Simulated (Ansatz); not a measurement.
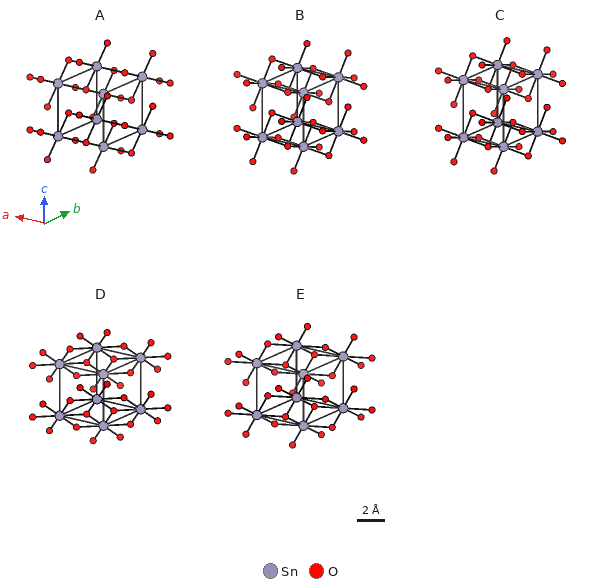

5 geometries from one relaxation of crystalline SnO2 (a generated structure, set up in P-3m1) (coarse preliminary run), in shuffled order. A ball-and-stick model of the cell of the calculation, seen from a free direction.

Level of theory: Ansatz 0.2.0, DFT PBE, scalar-relativistic, plane waves, PAW. Set-up: plane-wave cutoff 420 eV; k-point mesh 6 × 6 × 4; occupations gaussian; smearing width 0.1 eV; no spin polarisation; cell and atoms relaxed; force threshold 0.04 eV/Å; at most 70 steps.

> Order the frames from highest to lowest energy.

D, E, A, B, C. They are steps 0, 2, 4, 6, 15, at +5.213 eV per cell of the calculation, +2.739 eV per cell of the calculation, +1.232 eV per cell of the calculation, +46.3 meV per cell of the calculation relative to the last. The largest moves relative to the cell, 0.94 Å, are those of O atoms. Sn stays in place. The volume changes by −6.5 %, with a = b 3.523 → 3.228 Å (−8.4 %), c 4.655 → 5.184 Å (+11.3 %). Among the contacts that change: O–Sn 2.035 → 2.120 Å. Bond angles that change, for instance: Sn–O–Sn 119.9° → 99.2°, O–Sn–O 60.1° → 80.8°, O–Sn–O 119.9° → 99.2°. The space group stays P-3m1 (No. 164). After 12 accepted moves (15 points after the start) the energy has fallen by 5.213 eV per cell of the calculation. Largest force component: 1.8 eV/Å at the start, 0.0032 eV/Å at the end. Pressure: 38.28 GPa at the start and 0.18 GPa at the end. At 3 points the geometry stayed and the basis and grid were re-selected for the new cell (energy shift of 6.5 meV per cell of the calculation at most each time). The run took 23 s on 1 thread of Arm Neoverse V1 (shared host), peak memory 0.31 GiB.

Limits of the set-up: layers or molecules are held without a dispersion correction, so their spacing is unreliable.
